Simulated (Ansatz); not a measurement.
Run report: GaSb2, geometry relaxation (part 1 of 2)

The run: geometry relaxation of GaSb2 (P6₃/mmc, 6 atoms in the cell). Method and program: DFT PBE, scalar-relativistic, plane waves, PAW, no spin polarisation (Ansatz 0.2.0).

The structure was made by swapping elements on the sites of another compound; it need not be a known phase. It belongs to a series of runs on one base structure; here: the structure that the rattled 2H molybdenite type (P6_3/mmc, No. 194) fell into.

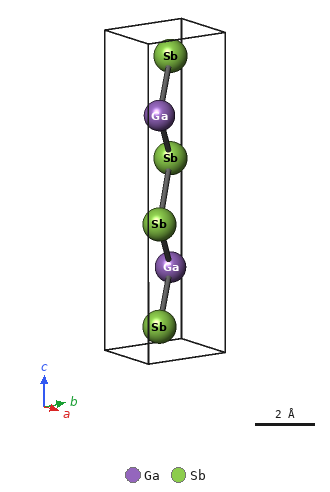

Figure 1. The input geometry (ball-and-stick view of the cell of the calculation, seen slightly off an axis).

Key numbers

| quantity | value |
| --- | --- |
| outcome | converged |
| space group (tolerance 0.01 Å) | P6₃/mmc (194) |
| electrons treated | 86 |
| free energy | −33503.2451 eV |
| Fermi energy | 9.566 eV |
| gap on the k-point mesh | none (metallic) |
| pressure | 0.00 GPa |
| final volume | 161.20 Å³ |
| largest force (length of the vector) at the end | 0.004 eV/Å |
| final cell | a = 4.070 Å, b = 4.070 Å, c = 11.235 Å, α = 90.00°, β = 90.00°, γ = 120.00° |
| hardware | 1 thread of Intel Xeon @ 2.90GHz (Ice Lake), 192 GiB of memory available, shared host |
| wall time | 2.6 min |
| peak memory | 0.7 GiB |

The input
```yaml
crystal:
  lattice:
    - [4.1587346924, 0.0, 0.0]
    - [-2.0793673462, 3.6015698912, 0.0]
    - [0.0, 0.0, 10.9965644429]
  atoms:
    - { symbol: Ga, position: [0.3333333333, 0.6666666667, 0.25] }
    - { symbol: Ga, position: [0.6666666667, 0.3333333333, 0.75] }
    - { symbol: Sb, position: [0.3333333333, 0.6666666667, 0.5901436667] }
    - { symbol: Sb, position: [0.6666666667, 0.3333333333, 0.0901436667] }
    - { symbol: Sb, position: [0.3333333333, 0.6666666667, 0.9098563333] }
    - { symbol: Sb, position: [0.6666666667, 0.3333333333, 0.4098563333] }
basis:
  ecutwfc: 420
kpoints:
  mp_grid: { grid: [12, 12, 4] }
hamiltonian:
  xc: pbe
scf:
  occupations: { method: gaussian, width: 0.1 }
output:
  forces: true
  stress: true
  eigenvalues: true
  write_density: true
  write_potential: true
  elf: true
  volumetric_format: npy
relax:
  adjacent_minimum: "off"
  f_tol: 0.01
  max_steps: 80
  cell: { stress_tol: 0.05 }
```

Run as:
```bash
ansatz run input.yaml --threads 1 --pin off --max-ram 2560MiB --backend cpu --events-out ev --progress --plain --runs-dir out
```

What the program printed
```
Engine: ansatz 0.2.0, x86_64-unknown-linux-gnu
Pseudopotentials: kind: paw
Pseudopotential: Ga, paw, valence charge 13, recommended cutoff 420 eV (normal), Ga.paw.azcp
Pseudopotential: Sb, paw, valence charge 15, recommended cutoff 420 eV (normal), Sb.paw.azcp
Functional definition: PBE
  parameter kappa = 0.804
  parameter beta = 0.06672455060314922
  exchange = pbe_x(kappa = kappa, mu = beta*pi^2/3)
  correlation = pbe_c(beta = beta)
Crystal: 6 atoms, lattice volume = 164.706 Å³
Basis set: ecut = 420 eV, 3151 PW (Γ), exchange–correlation on 60×60×150 points (8 copies of the dense FFT grid, shifted against one another)
Bands: 52, of which v1, the nominal top of the filled ones, is band 43 counted from 1 (42 counted from 0)
Symmetry: 24 space group operations
Space group: P63/mmc (ITA 194), of the structure as read, at distance tolerance 5.5e-5 Å
k-points: 57 of 576
Non-local potential: Ga, projectors of the file, l = 0: 2, l = 1: 2, l = 2: 3, l = 3: 1
Non-local potential: Sb, projectors of the file, l = 0: 2, l = 1: 2, l = 2: 2, l = 3: 2
PAW form: soft (Blöchl's): semilocal exchange-correlation on the pseudo side does not see the compensation charge
PAW one-centre angular grid: Ga, 590 points (default); XC on 64 Gauss nodes
PAW one-centre angular grid: Sb, 590 points (default); XC on 64 Gauss nodes
Initial density: superposition of atomic densities (neutral atoms: chi_scale 0, normalization atom), corrected by the library's trained network
Initial wavefunctions: pseudopotential atomic-orbital guess
Functional: x = pbe(κ = 0.804, μ = 0.2195149727645171), c = pbe(β = 0.06672455060314922)
SCF iter   1: F=—  HF=-33503.215584 eV  |F-HF|=—  |Δ(HF+E_count)|=         —  Δρ=1.68e-3  dr2=3.85e-3  ethr=1.77e-3  ⟨swp⟩=8.0  Hψ=11643  notcnv=0  defer=8
preconditioner: auto → Kerker (q_TF=auto, 2.448 Å⁻¹)  [metal: Δε(μ)=0.018 eV  Ē_g=11.966 eV  σ=0.100 eV  W_gap=0.10  n_scr=50 (ndim 8)  ℏωp=19.6 eV  f_vac=0.005  D(μ)=3.44/eV (n_scr^D=24)]
SCF iter   2: F=—  HF=-33503.214096 eV  |F-HF|=—  |Δ(HF+E_count)|=   1.49e-3  Δρ=1.17e-3  dr2=1.83e-3  ethr=4.47e-6  ⟨swp⟩=2.0  Hψ=5859  notcnv=0  defer=9
SCF iter   3: F=—  HF=-33503.214955 eV  |F-HF|=—  |Δ(HF+E_count)|=   8.59e-4  Δρ=4.31e-4  dr2=3.61e-4  ethr=2.13e-6  ⟨swp⟩=2.0  Hψ=5200  notcnv=0  defer=9
SCF iter   4: F=—  HF=-33503.215166 eV  |F-HF|=—  |Δ(HF+E_count)|=   2.11e-4  Δρ=2.44e-4  dr2=7.89e-5  ethr=4.20e-7  ⟨swp⟩=2.0  Hψ=4090  notcnv=0  defer=9
SCF iter   5: F=—  HF=-33503.215136 eV  |F-HF|=—  |Δ(HF+E_count)|=   3.02e-5  Δρ=1.69e-4  dr2=4.15e-5  ethr=9.18e-8  ⟨swp⟩=2.5  Hψ=5201  notcnv=0  defer=9
SCF iter   6: F=—  HF=-33503.215129 eV  |F-HF|=—  |Δ(HF+E_count)|=   7.72e-6  Δρ=3.15e-5  dr2=4.05e-6  ethr=4.83e-8  ⟨swp⟩=2.0  Hψ=5220  notcnv=0  defer=9
SCF iter   7: F=—  HF=-33503.215129 eV  |F-HF|=—  |Δ(HF+E_count)|=   9.66e-7  Δρ=2.08e-5  dr2=4.18e-7  ethr=4.71e-9  ⟨swp⟩=2.0  Hψ=3555  notcnv=0  defer=9
SCF iter   8: F=-33503.215129 eV  HF=-33503.215129 eV  |F-HF|=8.11e-9  |Δ(HF+E_count)|=   4.38e-8  Δρ=3.50e-6  dr2=2.05e-8  ethr=1.16e-10  ⟨swp⟩=14.1  Hψ=21587  notcnv=0
SCF 1 converged in 8 iterations: F = -33503.215129 eV  dr2 = 2.05e-8
  greatest PAW one-centre occupation: 0.996 electrons in one spin orbital (limit 2), on the Sb atom at site 5 (counted from 0), in its partial waves of l = 2
relax step   1: F+E_penalty+E_count = -33503.21512943 eV  Δ(F+E_penalty+E_count) = +0.000e0 eV  max|allowed force component| = 2.387e-2 eV/Å  Δτ_max = 0.0000 Å  P = +0.006 GPa  Ω = 164.706 Å³  (8 SCF iters, dr2 threshold 1.00e-7 eV, accepted)
Crystal: 6 atoms, lattice volume = 163.546 Å³
Basis set: ecut = 420 eV, 3157 PW (Γ), exchange–correlation on 60×60×150 points (8 copies of the dense FFT grid, shifted against one another)
Initial density: handed on by an earlier stage of this run
Initial wavefunctions: those handed on with the density
iter 1 solved again at ethr=2.48e-6 eV; its pass at ethr=3.10e-3 eV (dr2=2.14e-3 eV) is discarded
SCF iter   1: F=—  HF=-33503.241370 eV  |F-HF|=—  |Δ(HF+E_count)|=         —  Δρ=1.31e-3  dr2=1.92e-3  ethr=2.48e-6  ⟨swp⟩=2.3  Hψ=16242  notcnv=0
preconditioner: auto → Kerker (q_TF=auto, 2.451 Å⁻¹)  [metal: Δε(μ)=0.003 eV  Ē_g=11.966 eV  σ=0.100 eV  W_gap=0.02  n_scr=50 (ndim 8)  ℏωp=19.7 eV  f_vac=0.002  D(μ)=3.51/eV (n_scr^D=24)]
SCF iter   2: F=—  HF=-33503.241396 eV  |F-HF|=—  |Δ(HF+E_count)|=   2.61e-5  Δρ=8.59e-4  dr2=8.48e-4  ethr=2.24e-6  ⟨swp⟩=1.0  Hψ=2964  notcnv=0
SCF iter   3: F=—  HF=-33503.241506 eV  |F-HF|=—  |Δ(HF+E_count)|=   1.10e-4  Δρ=2.17e-4  dr2=6.49e-5  ethr=9.86e-7  ⟨swp⟩=2.0  Hψ=3732  notcnv=0
SCF iter   4: F=—  HF=-33503.241457 eV  |F-HF|=—  |Δ(HF+E_count)|=   4.91e-5  Δρ=6.94e-5  dr2=7.84e-6  ethr=7.54e-8  ⟨swp⟩=2.0  Hψ=4270  notcnv=0
SCF iter   5: F=—  HF=-33503.241459 eV  |F-HF|=—  |Δ(HF+E_count)|=   1.53e-6  Δρ=1.91e-5  dr2=1.10e-6  ethr=9.12e-9  ⟨swp⟩=2.0  Hψ=4067  notcnv=0
SCF iter   6: F=-33503.241459 eV  HF=-33503.241459 eV  |F-HF|=5.91e-8  |Δ(HF+E_count)|=   3.65e-7  Δρ=7.22e-6  dr2=1.69e-7  ethr=6.98e-10  ⟨swp⟩=11.3  Hψ=21554  notcnv=0
SCF 2 converged in 6 iterations: F = -33503.241459 eV  dr2 = 1.69e-7
relax step   2: F+E_penalty+E_count = -33503.24145902 eV  Δ(F+E_penalty+E_count) = -2.633e-2 eV  max|allowed force component| = 4.410e-3 eV/Å  Δτ_max = 0.0065 Å  P = -0.562 GPa  Ω = 163.546 Å³  energy of the carried Pulay correction = +2.523e-4 eV  (6 SCF iters, dr2 threshold 6.00e-7 eV, accepted)
Crystal: 6 atoms, lattice volume = 160.706 Å³
Basis set: ecut = 420 eV, 3121 PW (Γ), exchange–correlation on 60×60×150 points (8 copies of the dense FFT grid, shifted against one another)
iter 1 solved again at ethr=1.29e-6 eV; its pass at ethr=3.10e-3 eV (dr2=1.11e-3 eV) is discarded
SCF iter   1: F=—  HF=-33503.245628 eV  |F-HF|=—  |Δ(HF+E_count)|=         —  Δρ=5.52e-4  dr2=1.17e-3  ethr=1.29e-6  ⟨swp⟩=1.8  Hψ=14741  notcnv=0
preconditioner: auto → Kerker (q_TF=auto, 2.458 Å⁻¹)  [metal: Δε(μ)=0.017 eV  Ē_g=12.045 eV  σ=0.100 eV  W_gap=0.10  n_scr=50 (ndim 8)  ℏωp=19.9 eV  f_vac=0.001  D(μ)=3.39/eV (n_scr^D=24)]
SCF iter   2: F=—  HF=-33503.245517 eV  |F-HF|=—  |Δ(HF+E_count)|=   1.11e-4  Δρ=3.69e-4  dr2=5.74e-4  ethr=1.29e-6  ⟨swp⟩=1.0  Hψ=2964  notcnv=0
SCF iter   3: F=—  HF=-33503.245412 eV  |F-HF|=—  |Δ(HF+E_count)|=   1.05e-4  Δρ=6.55e-5  dr2=1.31e-5  ethr=6.67e-7  ⟨swp⟩=2.0  Hψ=3409  notcnv=0
SCF iter   4: F=—  HF=-33503.245413 eV  |F-HF|=—  |Δ(HF+E_count)|=   1.63e-6  Δρ=3.12e-5  dr2=2.99e-6  ethr=1.52e-8  ⟨swp⟩=2.1  Hψ=4040  notcnv=0
SCF iter   5: F=—  HF=-33503.245414 eV  |F-HF|=—  |Δ(HF+E_count)|=   6.98e-7  Δρ=1.87e-5  dr2=6.33e-7  ethr=3.47e-9  ⟨swp⟩=2.0  Hψ=4273  notcnv=0
SCF iter   6: F=-33503.245414 eV  HF=-33503.245414 eV  |F-HF|=2.76e-9  |Δ(HF+E_count)|=   4.38e-7  Δρ=7.37e-6  dr2=7.06e-8  ethr=6.98e-10  ⟨swp⟩=11.4  Hψ=25605  notcnv=0
SCF 3 converged in 6 iterations: F = -33503.245414 eV  dr2 = 7.06e-8
relax step   3: F+E_penalty+E_count = -33503.24541358 eV  Δ(F+E_penalty+E_count) = -3.955e-3 eV  max|allowed force component| = 2.384e-2 eV/Å  Δτ_max = 0.0038 Å  P = +0.176 GPa  Ω = 160.706 Å³  energy of the carried Pulay correction = +8.777e-4 eV  (6 SCF iters, dr2 threshold 6.00e-7 eV, accepted)
Crystal: 6 atoms, lattice volume = 161.397 Å³
iter 1 solved again at ethr=8.11e-8 eV; its pass at ethr=3.10e-3 eV (dr2=6.98e-5 eV) is discarded
SCF iter   1: F=—  HF=-33503.245723 eV  |F-HF|=—  |Δ(HF+E_count)|=         —  Δρ=1.35e-4  dr2=5.41e-5  ethr=8.11e-8  ⟨swp⟩=3.6  Hψ=15147  notcnv=0
preconditioner: auto → Kerker (q_TF=auto, 2.457 Å⁻¹)  [metal: Δε(μ)=0.016 eV  Ē_g=12.023 eV  σ=0.100 eV  W_gap=0.09  n_scr=50 (ndim 8)  ℏωp=19.8 eV  f_vac=0.002  D(μ)=3.39/eV (n_scr^D=24)]
SCF iter   2: F=—  HF=-33503.245722 eV  |F-HF|=—  |Δ(HF+E_count)|=   1.05e-6  Δρ=8.90e-5  dr2=2.51e-5  ethr=6.29e-8  ⟨swp⟩=1.0  Hψ=2964  notcnv=0
SCF iter   3: F=—  HF=-33503.245719 eV  |F-HF|=—  |Δ(HF+E_count)|=   2.83e-6  Δρ=1.72e-5  dr2=8.81e-7  ethr=2.92e-8  ⟨swp⟩=2.0  Hψ=3395  notcnv=0
SCF iter   4: F=—  HF=-33503.245719 eV  |F-HF|=—  |Δ(HF+E_count)|=   8.36e-8  Δρ=1.17e-5  dr2=3.06e-7  ethr=1.02e-9  ⟨swp⟩=2.0  Hψ=4258  notcnv=0
SCF iter   5: F=—  HF=-33503.245719 eV  |F-HF|=—  |Δ(HF+E_count)|=   3.64e-8  Δρ=5.21e-6  dr2=9.82e-8  ethr=3.56e-10  ⟨swp⟩=2.0  Hψ=3576  notcnv=0
SCF iter   6: F=-33503.245719 eV  HF=-33503.245719 eV  |F-HF|=3.41e-9  |Δ(HF+E_count)|=   1.43e-8  Δρ=1.70e-6  dr2=7.31e-9  ethr=9.72e-11  ⟨swp⟩=9.0  Hψ=18037  notcnv=0
SCF 4 converged in 6 iterations: F = -33503.245719 eV  dr2 = 7.31e-9
relax step   4: F+E_penalty+E_count = -33503.24571867 eV  Δ(F+E_penalty+E_count) = -3.051e-4 eV  max|allowed force component| = 1.508e-2 eV/Å  Δτ_max = 0.0004 Å  P = +0.004 GPa  Ω = 161.397 Å³  energy of the carried Pulay correction = +7.246e-4 eV  (6 SCF iters, dr2 threshold 8.36e-8 eV, accepted)
Crystal: 6 atoms, lattice volume = 161.200 Å³
iter 1 solved again at ethr=2.06e-7 eV; its pass at ethr=3.10e-3 eV (dr2=1.77e-4 eV) is discarded
SCF iter   1: F=—  HF=-33503.245954 eV  |F-HF|=—  |Δ(HF+E_count)|=         —  Δρ=3.90e-4  dr2=2.00e-4  ethr=2.06e-7  ⟨swp⟩=2.9  Hψ=13171  notcnv=0
preconditioner: auto → Kerker (q_TF=auto, 2.457 Å⁻¹)  [metal: Δε(μ)=0.013 eV  Ē_g=12.030 eV  σ=0.100 eV  W_gap=0.07  n_scr=50 (ndim 8)  ℏωp=19.8 eV  f_vac=0.001  D(μ)=3.35/eV (n_scr^D=24)]
SCF iter   2: F=—  HF=-33503.245950 eV  |F-HF|=—  |Δ(HF+E_count)|=   4.40e-6  Δρ=2.51e-4  dr2=9.03e-5  ethr=2.06e-7  ⟨swp⟩=1.0  Hψ=2964  notcnv=0
SCF iter   3: F=—  HF=-33503.245956 eV  |F-HF|=—  |Δ(HF+E_count)|=   5.99e-6  Δρ=3.61e-5  dr2=1.69e-6  ethr=1.05e-7  ⟨swp⟩=2.3  Hψ=3753  notcnv=0
SCF iter   4: F=—  HF=-33503.245950 eV  |F-HF|=—  |Δ(HF+E_count)|=   5.77e-6  Δρ=2.01e-5  dr2=8.68e-7  ethr=1.96e-9  ⟨swp⟩=2.2  Hψ=4269  notcnv=0
SCF iter   5: F=—  HF=-33503.245950 eV  |F-HF|=—  |Δ(HF+E_count)|=   1.92e-8  Δρ=4.25e-6  dr2=6.69e-8  ethr=1.01e-9  ⟨swp⟩=2.2  Hψ=3682  notcnv=0
SCF iter   6: F=-33503.245950 eV  HF=-33503.245950 eV  |F-HF|=2.41e-9  |Δ(HF+E_count)|=   1.49e-8  Δρ=1.42e-6  dr2=4.03e-9  ethr=1.65e-11  ⟨swp⟩=9.0  Hψ=18227  notcnv=0
SCF 5 converged in 6 iterations: F = -33503.245950 eV  dr2 = 4.03e-9
relax step   5: F+E_penalty+E_count = -33503.24595012 eV  Δ(F+E_penalty+E_count) = -2.315e-4 eV  max|allowed force component| = 4.312e-3 eV/Å  Δτ_max = 0.0085 Å  P = +0.003 GPa  Ω = 161.200 Å³  energy of the carried Pulay correction = +7.680e-4 eV  (6 SCF iters, dr2 threshold 1.42e-8 eV, accepted)
Basis set: ecut = 420 eV, 3121 PW (Γ), exchange–correlation on 60×60×160 points (8 copies of the dense FFT grid, shifted against one another)
Initial wavefunctions: pseudopotential atomic-orbital guess (no wavefunctions were taken with the density)
iter 1 solved again at ethr=4.46e-7 eV; its pass at ethr=3.10e-3 eV (dr2=3.84e-4 eV) is discarded
SCF iter   1: F=—  HF=-33503.244419 eV  |F-HF|=—  |Δ(HF+E_count)|=         —  Δρ=2.01e-4  dr2=1.71e-6  ethr=4.46e-7  ⟨swp⟩=3.0  Hψ=18144  notcnv=0
preconditioner: auto → Kerker (q_TF=auto, 2.457 Å⁻¹)  [metal: Δε(μ)=0.013 eV  Ē_g=12.030 eV  σ=0.100 eV  W_gap=0.07  n_scr=50 (ndim 8)  ℏωp=19.8 eV  f_vac=0.002  D(μ)=3.35/eV (n_scr^D=24)]
SCF iter   2: F=—  HF=-33503.244936 eV  |F-HF|=—  |Δ(HF+E_count)|=   5.17e-4  Δρ=1.03e-4  dr2=6.08e-7  ethr=1.99e-9  ⟨swp⟩=2.7  Hψ=5598  notcnv=0
SCF iter   3: F=—  HF=-33503.245109 eV  |F-HF|=—  |Δ(HF+E_count)|=   1.73e-4  Δρ=1.48e-5  dr2=1.00e-8  ethr=7.07e-10  ⟨swp⟩=2.0  Hψ=4219  notcnv=0
SCF iter   4: F=—  HF=-33503.245113 eV  |F-HF|=—  |Δ(HF+E_count)|=   3.48e-6  Δρ=2.44e-6  dr2=3.47e-9  ethr=1.17e-11  ⟨swp⟩=2.0  Hψ=4276  notcnv=0
SCF iter   5: F=—  HF=-33503.245113 eV  |F-HF|=—  |Δ(HF+E_count)|=   6.81e-8  Δρ=3.70e-7  dr2=1.81e-10  ethr=4.04e-12  ⟨swp⟩=2.0  Hψ=4266  notcnv=0
SCF iter   6: F=-33503.245113 eV  HF=-33503.245113 eV  |F-HF|=1.96e-10  |Δ(HF+E_count)|=  1.31e-10  Δρ=1.49e-7  dr2=2.68e-11  ethr=1.00e-12  ⟨swp⟩=7.1  Hψ=13819  notcnv=0
SCF 6 converged in 6 iterations: F = -33503.245113 eV  dr2 = 2.68e-11
relax step   6: F+E_penalty+E_count = -33503.24511280 eV  Δ(F+E_penalty+E_count) = +8.373e-4 eV  max|allowed force component| = 4.341e-3 eV/Å  Δτ_max = 0.0000 Å  P = +0.004 GPa  Ω = 161.200 Å³  stress off target by 7.04e-3 GPa  SCF on the basis re-selected at this cell (its energy is not comparable with the rows above)  (6 SCF iters)
```

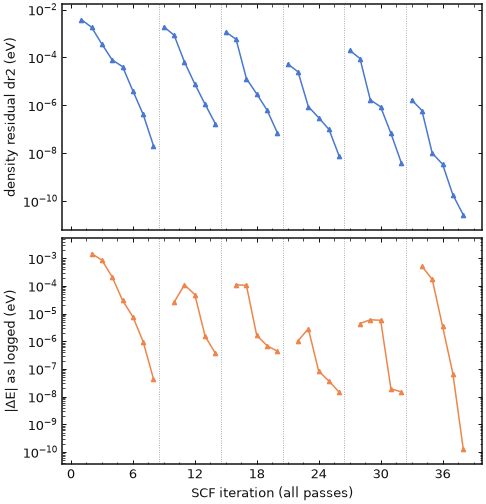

Figure 2. Convergence of the self-consistent field: density residual dr2 and size of the energy change against the SCF iteration. The dotted lines part the SCF passes of the relaxation: geometry steps, rejected trials and re-solves on a re-selected basis. The 6 passes take 6 to 8 iterations each, 38 in all.

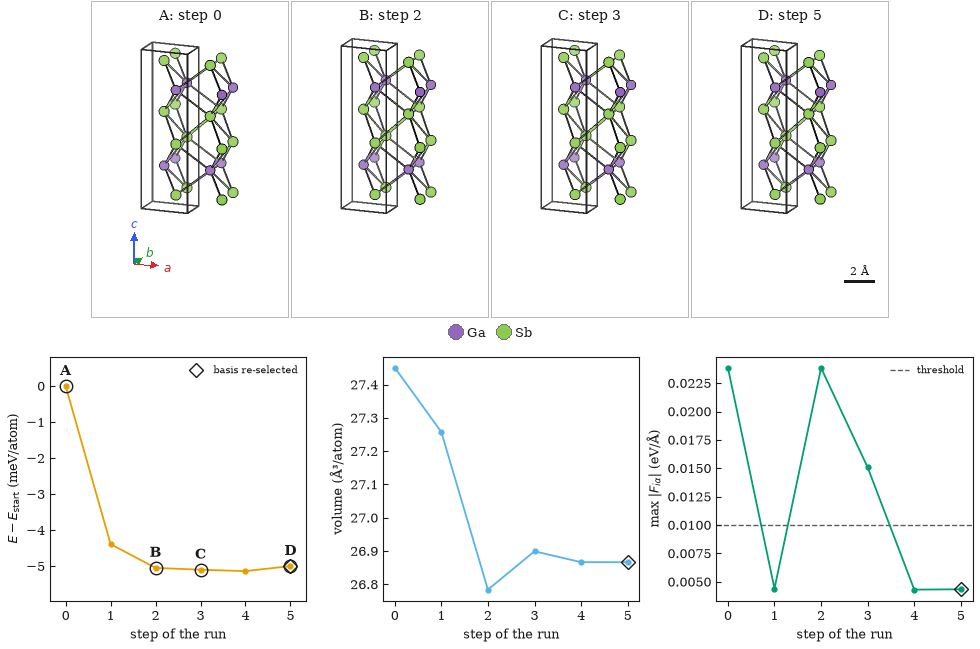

Figure 3. Frames of the relaxation (ball-and-stick view of the cell of the calculation, repeated 2 × 2 × 1, seen slightly off an axis) above the curves, on which the letters mark them (the first geometry is step 0 here and step 1 in the log).
